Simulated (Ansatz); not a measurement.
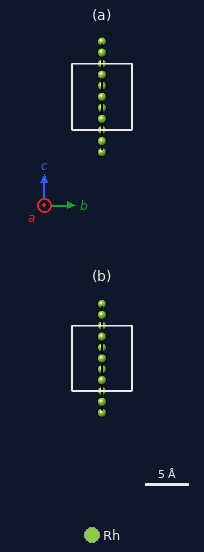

The structure of a wire of composition Rh before (top) and after (bottom) a relaxation, at one scale.

A ball-and-stick model of the 3 repeat of the cell, with the vacuum cut short, seen along the a axis.

Case: strip chain of atoms.

All numbers below come from Ansatz 0.2.0, DFT PBE, scalar-relativistic, plane waves, PAW. (plane-wave cutoff 420 eV; k-point mesh 1 × 1 × 25; occupations gaussian; smearing width 0.05 eV; collinear spin; cell relaxed at fixed a, b, alpha, beta, gamma; force threshold 0.01 eV/Å; at most 45 steps)

> What changed between the two?

The largest moves relative to the layer's centre, 0.027 Å, are those of Rh atoms. Along the periodic axis the drawn cell goes c 7.751 → 7.618 Å (−1.7 %). Some distances before and after: Rh–Rh 2.546 → 2.489 Å, Rh–Rh 2.584 → 2.539 Å. The energy falls by 35.9 meV per cell of the calculation in 4 accepted moves (5 points after the start). The largest force component goes from 0.7 to 0.00059 eV/Å. At 1 point the geometry stayed and the basis and grid were re-selected for the new cell (energy shift of 0.4 meV per cell of the calculation at most each time).

Limits of the set-up: the k-point mesh is coarse for a cell with partly filled bands.
